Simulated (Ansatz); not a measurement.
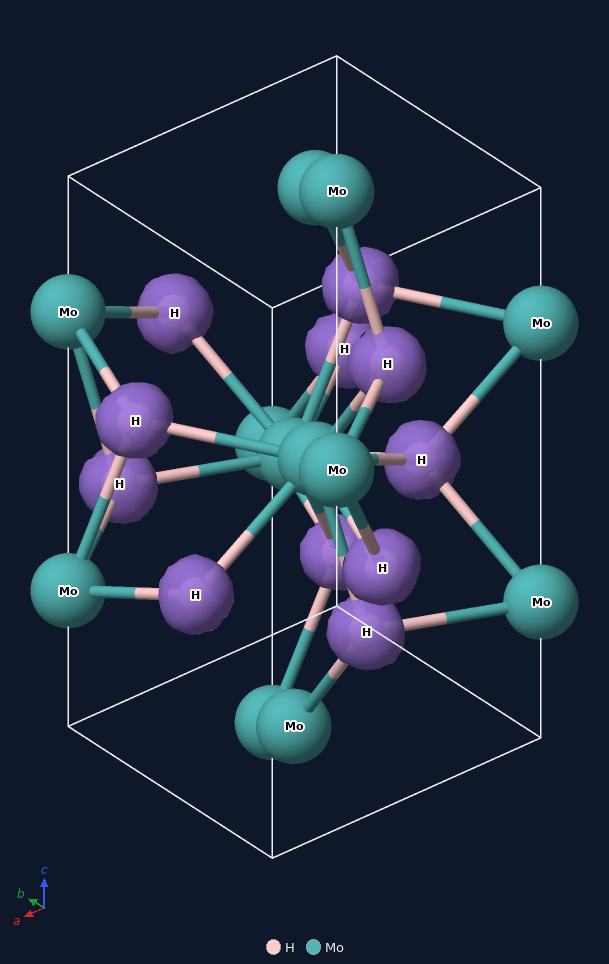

Mo2H3. Isosurface of the ELF at 0.9 (purple), seen at an oblique angle. Only the valence region is drawn (cores and ρ < 0.01 e/Å³ removed). Sticks mark near contacts.

Space group R32; a structure generated by program, which may or may not match a known phase; computed without spin polarisation.

All numbers below come from Ansatz 0.2.0, DFT PBE, scalar-relativistic, plane waves, PAW.

What do the ELF domains correspond to?

At this value the surface marks out nine regions around hydrogen nuclei, counted in one cell of 15 atoms. Any copies at cell faces, edges or corners count once.

Values along the shortest contacts:
Mo–H (1.90 Å): the ELF climbs to about 1 towards the hydrogen.

Does the calculation give a band gap?

It is gapless in this calculation (a metal or semimetal).
